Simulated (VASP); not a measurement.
Run report: TaN, single-point calculation

- system: TaN (6 atoms in the cell)
- method: Kohn-Sham DFT of a periodic cell, r2SCAN, VASP PAW PBE potentials, minimal, no spin polarisation (VASP 6.6.1)

The structure derives from an entry of the Crystallography Open Database. It belongs to a series of runs on one base structure; here: ENAUG = 300; atoms moved at random by about 0.02 A.

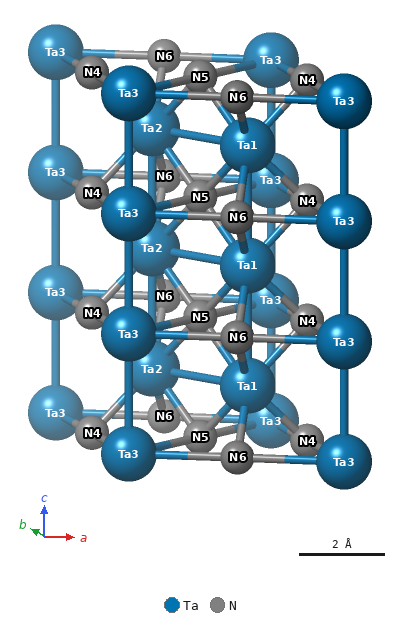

The structure as given in the input (ball-and-stick view of the cell of the calculation, repeated 1 × 1 × 3, seen slightly off an axis; atoms are numbered from 1 in the order of the input).

## Summary

- outcome: converged
- space group (tolerance 0.01 Å): P1 (1)
- electrons treated: 30
- free energy: −178.5178 eV
- Fermi energy: 8.643 eV
- gap on the k-point mesh: none (metallic)
- pressure: 4.95 GPa
- largest force (length of the vector): 0.774 eV/Å
- hardware: 1 thread of Intel Xeon (Emerald Rapids), 360 GiB of memory available, shared host
- wall time: 2.6 min
- peak memory: 0.2 GiB

## Remarks

Settings chosen away from the usual ones: ENAUG = 300; atoms moved at random by about 0.02 A. The settings depart from the standard set-up of this series, which can bear on the numbers. Spin–orbit coupling is left out, which matters for Ta.

## INCAR
```
SYSTEM = TaN
PREC = Medium
ENCUT = 500
EDIFF = 1E-6
ISMEAR = 0
SIGMA = 0.02
LREAL = .FALSE.
LASPH = .TRUE.
NELM = 80
ALGO = Normal
ISIF = 2
LWAVE = .FALSE.
LCHARG = .FALSE.
METAGGA = R2SCAN
LMIXTAU = .TRUE.
NBANDS = 24
ENAUG = 300
```

## KPOINTS
```
Automatic mesh
0
G
  5 5 7
  0 0 0
```

## POSCAR
```
TaN
1.0
    5.1910000000      0.0000000000      0.0000000000
   -2.5955000000      4.4955378710      0.0000000000
    0.0000000000      0.0000000000      2.9080000000
Ta N
3 3
Direct
    0.6654090000      0.3359600000      0.4958320000
    0.3344690000      0.6686330000      0.5014190000
   -0.0006780000      0.0005330000     -0.0006130000
   -0.0026490000      0.5001340000      0.0022530000
    0.4993140000      0.4967680000      0.0017470000
    0.5029570000      0.0004110000      0.0015170000
```

Run as:
```bash
cat potpaw_PBE.64/Ta/POTCAR potpaw_PBE.64/N/POTCAR > POTCAR
mpirun -np 1 vasp_std > vasp.out
```

## OSZICAR
```
N       E                     dE             d eps       ncg     rms          rms(c)
DAV:   1    -0.354590222472E+00   -0.35459E+00   -0.14440E+04  4224   0.116E+03
DAV:   2    -0.181982542106E+03   -0.18163E+03   -0.17216E+03  6056   0.245E+02
DAV:   3    -0.191996958729E+03   -0.10014E+02   -0.98735E+01  5600   0.597E+01
DAV:   4    -0.192156947826E+03   -0.15999E+00   -0.15941E+00  5736   0.756E+00
DAV:   5    -0.192160086556E+03   -0.31387E-02   -0.31337E-02  6104   0.795E-01    0.444E+01
DAV:   6    -0.177687990664E+03    0.14472E+02   -0.41769E+01  5760   0.331E+01    0.202E+01
DAV:   7    -0.178263530653E+03   -0.57554E+00   -0.41180E+00  5728   0.122E+01    0.110E+01
DAV:   8    -0.178050130684E+03    0.21340E+00   -0.14270E+00  5304   0.756E+00    0.276E+00
DAV:   9    -0.178389533620E+03   -0.33940E+00   -0.64483E-01  5064   0.545E+00    0.694E-01
DAV:  10    -0.178512673065E+03   -0.12314E+00   -0.10730E-01  5336   0.253E+00    0.478E-01
DAV:  11    -0.178501137609E+03    0.11535E-01   -0.14997E-02  5224   0.990E-01    0.277E-01
DAV:  12    -0.178514730992E+03   -0.13593E-01   -0.13233E-02  5280   0.950E-01    0.967E-02
DAV:  13    -0.178517754850E+03   -0.30239E-02   -0.12878E-03  5304   0.305E-01    0.412E-02
DAV:  14    -0.178517772844E+03   -0.17995E-04   -0.75025E-05  6264   0.589E-02    0.266E-02
DAV:  15    -0.178517705387E+03    0.67457E-04   -0.71959E-05  5264   0.771E-02    0.139E-02
DAV:  16    -0.178517783958E+03   -0.78571E-04   -0.19023E-05  5384   0.398E-02    0.257E-03
DAV:  17    -0.178517778763E+03    0.51951E-05   -0.19390E-06  4456   0.103E-02    0.128E-03
DAV:  18    -0.178517780845E+03   -0.20822E-05   -0.15763E-07  3648   0.316E-03    0.771E-04
DAV:  19    -0.178517780753E+03    0.92074E-07   -0.62393E-08  3512   0.171E-03
   1 F= -.17851778E+03 E0= -.17851754E+03  d E =-.478626E-03
```

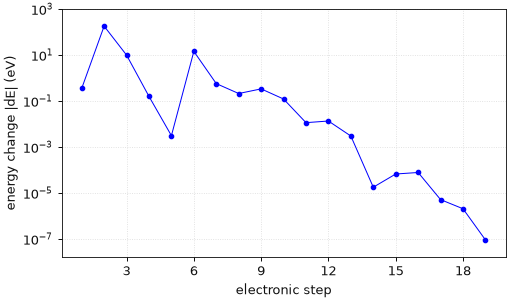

Convergence of the self-consistent field: energy change |dE| against the electronic step. It takes 19 electronic steps. The density is held fixed in the first few steps, and dE rises again when its update begins.

## Parts of OUTCAR
```
SYSTEM = TaN
   PREC = Medium
   ENCUT = 500
   EDIFF = 1E-6
   ISMEAR = 0
   LREAL = .FALSE.
   LASPH = .TRUE.
   NELM = 80
   ISIF = 2
   METAGGA = R2SCAN

 Found     88 irreducible k-points:

 Following reciprocal coordinates:
            Coordinates               Weight
  0.000000  0.000000  0.000000      1.000000
  0.200000  0.000000  0.000000      2.000000
  0.000000  0.200000  0.000000      2.000000
 -0.200000  0.200000  0.000000      2.000000
  0.400000  0.000000  0.000000      2.000000
  0.000000  0.400000  0.000000      2.000000
   k-points           NKPTS =     88   k-points in BZ     NKDIM =     88   number of bands    NBANDS=     24
   number of dos      NEDOS =    301   number of ions     NIONS =      6
   total plane-waves  NPLWV =  12544
   dimension x,y,z NGX =    28 NGY =   28 NGZ =   16
   dimension x,y,z NGXF=    30 NGYF=   30 NGZF=   16
   ions per type =               3   3
   NGX,Y,Z   is equivalent  to a cutoff of   8.97,  8.97,  9.15 a.u.
   NGXF,Y,Z  is equivalent  to a cutoff of   9.61,  9.61,  9.15 a.u.
 SYSTEM =  TaN
   PREC   = medium    normal or accurate (medium, high low for compatibility)
   ISTART =      0    job   : 0-new  1-cont  2-samecut
   ICHARG =      2    charge: 1-file 2-atom 10-const
   ISPIN  =      1    spin polarized calculation?
   LNONCOLLINEAR =      F non collinear calculations
   LSORBIT =      F    spin-orbit coupling
   LASPH  =      T    aspherical Exc in radial PAW
   ENCUT  =  500.0 eV  36.75 Ry    6.06 a.u.   9.46  9.46  5.30*2*pi/ulx,y,z
   NELM   =     80;   NELMIN=  2; NELMDL= -5     # of ELM steps
   EDIFF  = 0.1E-05   stopping-criterion for ELM
   LREAL  =      F    real-space projection
   EDIFFG = 0.1E-04   stopping-criterion for IOM
   NSW    =      0    number of steps for IOM
   IBRION =     -1    ionic relax: 0-MD 1-quasi-New 2-CG
   NFREE  =      0    steps in history (QN), initial steepest desc. (CG)
   ISIF   =      2    stress and relaxation
   ISYM   =      2    0-nonsym 1-usesym 2-fastsym
   POTIM  = 0.5000    time-step for ionic-motion
   TEBEG  =    0.0;   TEEND  =   0.0 temperature during run
   PSTRESS=    0.0 pullay stress
   NELECT =      30.0000    total number of electrons
   NUPDOWN=      -1.0000    fix difference up-down
   EMIN   =  10.00;   EMAX   =-10.00  energy-range for DOS
   EFERMI =   0.00;   METHOD = LEGACY
   ISMEAR =     0;   SIGMA  =   0.02  broadening in eV -4-tet -1-fermi 0-gaus
   EFERMI_NEDOS =   21; number of points for ismear=-14 and -15
   IALGO  =     38    algorithm
   IMIX   =      4    mixing-type and parameters
     AMIX     =   0.40;   BMIX     =  1.00
     AMIX_MAG =   1.60;   BMIX_MAG =  1.00
  volume/ion in A,a.u.               =      11.31        76.33
  Fermi-wavevector in a.u.,A,eV,Ry     =   1.247114  2.356704 21.161057  1.555294
  Thomas-Fermi vector in A             =   2.381261
   LORBIT       =      0    0 simple, 1 ext, 2 COOP (PROOUT), +10 PAW based schemes
   METAGGA = R2SCAN    functional components
   LHFCALC =     F    Hartree Fock is set to
   AEXX    =    0.0000 exact exchange contribution
   IVDW    =     0    specifies the selected vdW correction
   LEPSILON=     F    determine dielectric tensor
   LRPA    =     F    only Hartree local field effects (RPA)
 non-spin polarized calculation
 Gauss-broadening in eV      SIGMA  =   0.02
  energy-cutoff  :      500.00
  volume of cell :       67.86
 maximum number of plane-waves:      1763
   NGX = 19   NGY = 19   NGZ = 11

 number of electron      29.9999380 magnetization

 Free energy of the ion-electron system (eV)
  ---------------------------------------------------
  ext. energy  EPLUGINS =         0.00000000
  ---------------------------------------------------
  free energy    TOTEN  =      -178.51778075 eV

  energy without entropy =     -178.51730213  energy(sigma->0) =     -178.51754144

 E-fermi :   8.6425     XC(G=0): -13.7426     alpha+bet :-14.6650

 val. band max:        8.6369688556   @ k =   0.0000   0.2000   0.4286
 cond. band min:       8.6560321245   @ k =  -0.2000   0.2000   0.4286
 fundamental gap:      0.0190632689
 Fermi energy:         8.6425115507

 k-point     1 :       0.0000    0.0000    0.0000
  band No.  band energies     occupation
      1     -11.1287      2.00000
      2      -8.0429      2.00000
      3      -8.0211      2.00000
      4      -2.2269      2.00000
      5       0.8345      2.00000
      6       0.8531      2.00000
      7       1.7758      2.00000
      8       1.8935      2.00000
      9       2.5757      2.00000
     10       4.9372      2.00000
     11       5.0852      2.00000
     12       5.0893      2.00000
     13       5.6924      2.00000
     14       6.2490      2.00000
     15       7.2190      2.00000
     16       7.2336      2.00000
     17       9.2526      0.00000
     18       9.2933      0.00000
     19       9.9312      0.00000
     20      10.6408      0.00000
     21      10.6782      0.00000
     22      11.6280      0.00000
     23      11.6855      0.00000
     24      11.7047      0.00000

 k-point     2 :       0.2000    0.0000    0.0000
  band No.  band energies     occupation
      1     -10.9104      2.00000
      2      -8.4117      2.00000
      3      -8.0150      2.00000
      4      -1.6679      2.00000
      5       0.2272      2.00000
      6       1.0100      2.00000
      7       1.7577      2.00000
      8       2.0404      2.00000
      9       2.9049      2.00000
     10       4.1913      2.00000
     11       4.2179      2.00000
     12       4.4857      2.00000
     13       5.1282      2.00000
     14       6.7658      2.00000
     15       7.6151      2.00000
     16       8.8685      0.00000
     17       9.5292      0.00000
     18       9.5639      0.00000
     19       9.8532      0.00000
     20      10.8465      0.00000
     21      10.9113      0.00000
     22      11.5133      0.00000
     23      11.8656      0.00000
     24      12.1022      0.00000

 k-point     3 :       0.0000    0.2000    0.0000
  band No.  band energies     occupation
      1     -10.9092      2.00000
      2      -8.4202      2.00000
      3      -8.0083      2.00000
      4      -1.6650      2.00000
      5       0.2303      2.00000
      6       1.0049      2.00000
      7       1.7798      2.00000
      8       2.0173      2.00000
      9       2.9004      2.00000
     10       4.1726      2.00000
     11       4.2343      2.00000
     12       4.4847      2.00000
     13       5.1341      2.00000
     14       6.7689      2.00000
     15       7.6151      2.00000
     16       8.8713      0.00000
     17       9.5185      0.00000
     18       9.5558      0.00000
     19       9.8645      0.00000
     20      10.8381      0.00000
     21      10.9269      0.00000
     22      11.5180      0.00000
     23      11.8651      0.00000
     24      12.1099      0.00000

 k-point     4 :      -0.2000    0.2000    0.0000
  band No.  band energies     occupation
      1     -10.9068      2.00000
      2      -8.4354      2.00000
      3      -7.9969      2.00000
      4      -1.6575      2.00000
      5       0.2386      2.00000
      6       0.9914      2.00000
      7       1.8578      2.00000
      8       1.9373      2.00000
      9       2.8926      2.00000
     10       4.1795      2.00000
     11       4.2170      2.00000
     12       4.4829      2.00000
     13       5.1443      2.00000
     14       6.7802      2.00000
     15       7.6162      2.00000
     16       8.8729      0.00000
     17       9.5015      0.00000
     18       9.5499      0.00000
     19       9.8817      0.00000
     20      10.8407      0.00000
     21      10.9346      0.00000
     22      11.5256      0.00000
     23      11.8662      0.00000
     24      12.1179      0.00000

 k-point     5 :       0.4000    0.0000    0.0000
  band No.  band energies     occupation
      1     -10.3767      2.00000
      2      -9.1648      2.00000
      3      -7.9752      2.00000
      4      -0.7187      2.00000
      5      -0.2665      2.00000
      6       1.5216      2.00000
      7       1.7191      2.00000
      8       2.0561      2.00000
      9       2.4595      2.00000
     10       2.6608      2.00000
     11       3.6497      2.00000
     12       4.5234      2.00000
     13       5.1748      2.00000
     14       6.7311      2.00000
     15       7.8822      2.00000
     16       9.2901      0.00000
     17      10.0962      0.00000
     18      10.5054      0.00000
     19      10.8987      0.00000
     20      11.0497      0.00000
     21      11.0624      0.00000
     22      11.4889      0.00000
     23      12.1046      0.00000
     24      12.2710      0.00000

 k-point     6 :       0.0000    0.4000    0.0000
  band No.  band energies     occupation
      1     -10.3690      2.00000
      2      -9.1806      2.00000
      3      -7.9683      2.00000
      4      -0.7066      2.00000
      5      -0.2637      2.00000
      6       1.5115      2.00000
      7       1.7469      2.00000
      8       2.0373      2.00000
      9       2.4236      2.00000
     10       2.6655      2.00000
     11       3.6538      2.00000
     12       4.5230      2.00000
     13       5.1832      2.00000
     14       6.7483      2.00000
     15       7.8684      2.00000
     16       9.2880      0.00000
     17      10.0891      0.00000
     18      10.5067      0.00000
     19      10.9013      0.00000
     20      11.0509      0.00000
     21      11.0573      0.00000
     22      11.4883      0.00000
     23      12.1102      0.00000
     24      12.2745      0.00000

 [... further k-points ...]

------------------------ aborting loop because EDIFF is reached ----------------------------------------

  FORCE on cell =-STRESS in cart. coord.  units (eV):
  Direction    XX          YY          ZZ          XY          YZ          ZX
  --------------------------------------------------------------------------------------
  -------------------------------------------------------------------------------------
  Total        2.6388824      2.5248514      1.1311194     -0.2049567     -0.0202018      0.0107431
  in kB       62.3022197     59.6100253     26.7049599     -4.8388889     -0.4769509      0.2536372
  external PRESSURE =      49.5390683 kB  Pullay stress =       0.0000000 kB

 VOLUME and BASIS-vectors are now :
 -----------------------------------------------------------------------------
  energy-cutoff  :      500.00
  volume of cell :       67.86
      direct lattice vectors                 reciprocal lattice vectors
     5.191000000  0.000000000  0.000000000     0.192641110  0.111221396  0.000000000
    -2.595500000  4.495537871  0.000000000     0.000000000  0.222442793  0.000000000
     0.000000000  0.000000000  2.908000000     0.000000000  0.000000000  0.343878955

 POSITION                                       TOTAL-FORCE (eV/Angst)
 -----------------------------------------------------------------------------------
      2.58215      1.51032      1.44188         0.351221     -0.353920      0.403221
      0.00079      3.00586      1.45813        -0.126895     -0.248560      0.019837
      5.18610      0.00240      2.90622        -0.062065      0.038787      0.056628
      3.87915      2.24837      0.00655         0.369460      0.356017     -0.182523
      1.30258      2.23324      0.00508        -0.729241      0.201064     -0.165784
      2.60978      0.00185      0.00441         0.197520      0.006611     -0.131379
 -----------------------------------------------------------------------------------
    total drift:                                0.000183      0.000649      0.004492

  FREE ENERGIE OF THE ION-ELECTRON SYSTEM (eV)
  ---------------------------------------------------
  free  energy   TOTEN  =      -178.5177807530 eV

  energy  without entropy=     -178.5173021270  energy(sigma->0) =     -178.51754144
```

## CONTCAR
```
TaN
   1.00000000000000
     5.1909999999999998    0.0000000000000000    0.0000000000000000
    -2.5954999999999999    4.4955378709999998    0.0000000000000000
     0.0000000000000000    0.0000000000000000    2.9079999999999999
  Ta              N
     3     3
Direct
     0.6654089999999968    0.3359600000000000    0.4958320000000001
     0.3344689999999986    0.6686329999999998    0.5014189999999985
     0.9993219999999994    0.0005329999999972    0.9993869999999987
     0.9973510000000019    0.5001340000000027    0.0022530000000032
     0.4993139999999983    0.4967680000000030    0.0017470000000017
     0.5029570000000021    0.0004109999999997    0.0015169999999998

  0.00000000E+00  0.00000000E+00  0.00000000E+00
  0.00000000E+00  0.00000000E+00  0.00000000E+00
  0.00000000E+00  0.00000000E+00  0.00000000E+00
  0.00000000E+00  0.00000000E+00  0.00000000E+00
  0.00000000E+00  0.00000000E+00  0.00000000E+00
  0.00000000E+00  0.00000000E+00  0.00000000E+00
```
